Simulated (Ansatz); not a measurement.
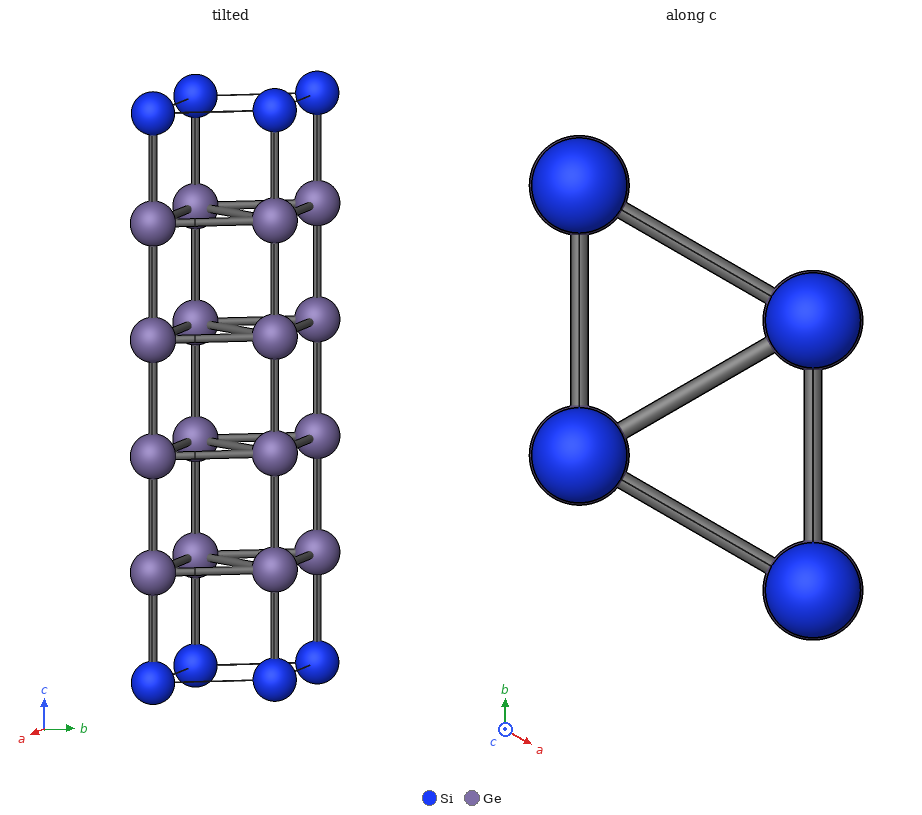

Ball-and-stick representation of a periodic structure, projected slightly off an axis and along the c axis. The parallelepiped is the conventional unit cell. Cell: a = 2.84 Å, b = 2.84 Å, c = 13.24 Å, α = 90.00°, β = 90.00°, γ = 120.00°.

Provenance: a structure type filled with these elements by a generator (whether the compound takes this form wasn't checked). Earlier steps of the study may have refined or changed the cell and positions. It was run through Ansatz as a DFT input.

State composition, symmetry and coordination.

Answer. The structure is one of SiGe4. Its lattice is primitive hexagonal, its space group P6/mmm (No. 191). Atoms per cell: 5 (1 Si, 4 Ge). The coordination shell of Si holds two Ge in a linear arrangement at about 2.6 Å. Ge takes two kinds of site: 2e with seven Ge and one Si (about 2.7 to 2.8 Å to Ge, 2.6 Å to Si); 2e with eight Ge at about 2.7 to 2.8 Å. The bonds build a three-dimensional framework.

Run with DFT PBE, scalar-relativistic, plane waves, PAW in Ansatz and these settings: a basis cut at 420 eV, an 18×18×4 grid in reciprocal space, Gaussian smearing of 0.1 eV, no spin polarisation.

Does it come out as a metal, or with a gap?

Answer. A metal: bands cross the Fermi level.

How charged are the atoms, by the Bader scheme?

Answer. Si +0.01 e; Ge 0.00 e.

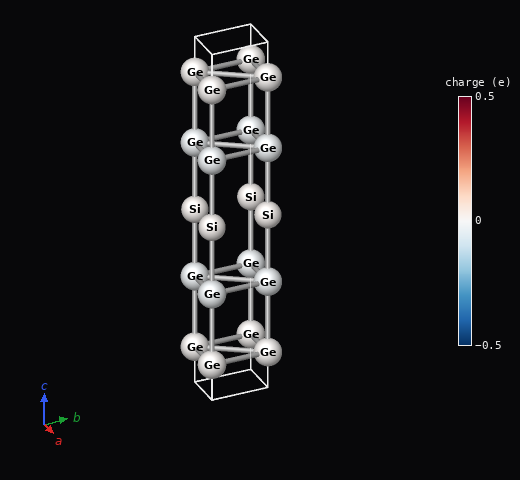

The atoms coloured by those charges. The run's cell of 5 atoms is drawn, so axes and origin can differ from the first picture.

Is this the optimised geometry for these settings?

Answer. Yes. All forces vanish to within 0.01 eV/Å. The pressure is 0.0 GPa, close to zero.
